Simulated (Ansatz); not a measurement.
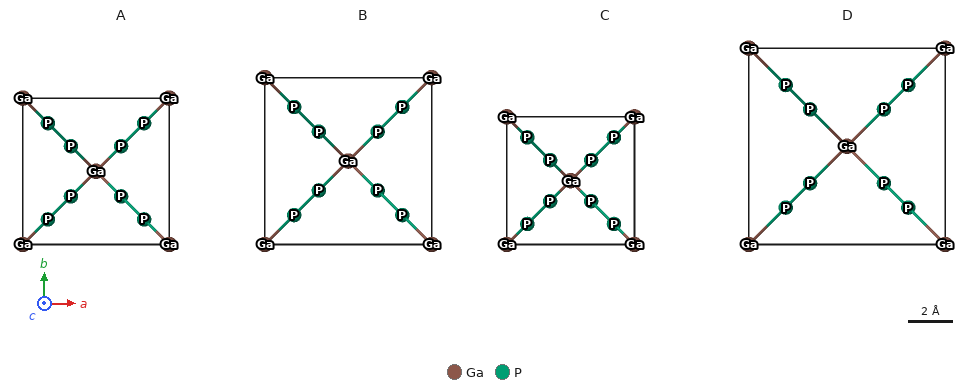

4 geometries from one relaxation of crystalline GaP4 (a generated structure, set up in Pn-3m) (coarse preliminary run), in shuffled order. Style: ball-and-stick. Shown: the cell of the calculation, along the c axis.

All numbers below come from DFT PBE, scalar-relativistic, plane waves, PAW (Ansatz 0.2.0). Set-up: plane-wave cutoff 420 eV; k-point mesh 4 × 4 × 4; occupations gaussian; smearing width 0.1 eV; no spin polarisation; cell and atoms relaxed; force threshold 0.04 eV/Å; at most 70 steps.

> Put them in the order of the run, from the start to the converged end.

C, A, B, D. They are steps 0, 3, 9, 22, at +5628 meV per atom, +1022 meV per atom, +114 meV per atom relative to the last. The largest moves relative to the cell, 0.43 Å, are those of P atoms. Ga stays in place. Cell: a = b = c 5.853 → 9.004 Å (+53.8 %). Volume +264.1 %. Among the contacts that change: P–P 2.661 → 4.788 Å, Ga–P 1.630 → 2.932 Å, P–P 1.809 → 1.933 Å. The space group stays Pn-3m (No. 224). After 18 accepted moves (22 points after the start) the energy has fallen by 5628 meV per atom. Largest force component: 14 eV/Å at the start, 0.034 eV/Å at the end. Pressure: 120.74 GPa at the start and 0.07 GPa at the end. The line search rejected the trial step at point 16 of the run. At 3 points the geometry stayed and the basis and grid were re-selected for the new cell (energy shift of 218 meV per atom at most each time).
